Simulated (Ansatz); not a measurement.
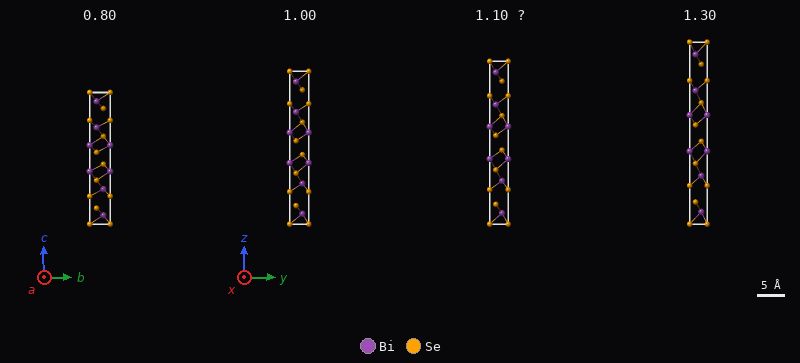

Solid Bi$_{2}$Se$_{3}$ (R-3m): the ratio of the cell's length along z to its lengths across, counted as 1 for the reference, is changed at fixed volume (a c/a path), with the atoms kept at their fractional coordinates. x, y and z are the Cartesian axes of the input. A ball-and-stick model of the conventional cell (3 times the calculation's cell), seen along the a axis. Lengths and directions refer to the drawn axes.

Method: DFT PBE, scalar-relativistic, plane waves, PAW in Ansatz 0.2.0. (plane-wave cutoff 420 eV; k-point mesh 12 × 12 × 12; occupations gaussian; smearing width 0.03 eV; no spin polarisation). Energies (free energies at the smearing named) are counted from the cell as listed in its source, which wasn't relaxed.

```
axial ratio over its reference value  ΔE (meV/atom)
                                0.80           89.3
                                0.85           52.1
                                0.92           15.3
                                0.96            4.0
                                1.00            0.0
                                1.05            5.4
                                1.10              ?
                                1.20           89.6
                                1.30          197.8
```

**One row is withheld. What is its energy?**

A straight line between the two neighbours gives 33.5 meV/atom. A cubic through the four nearest rows (1.00, 1.05, 1.20, 1.30) gives, with Lagrange weights, (−0.3333)(0.0) + (1.0667)(5.4) + (0.3333)(89.6) + (−0.0667)(197.8) = 22.4 meV/atom. The calculation gives 22.4 meV/atom, so the cubic is right to the digits shown and the straight line 11.1 meV/atom too high, as the curve bends upwards here.

The whole profile:

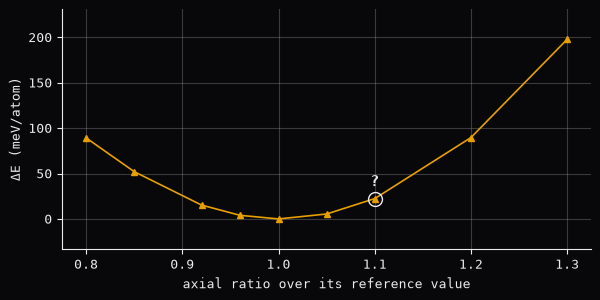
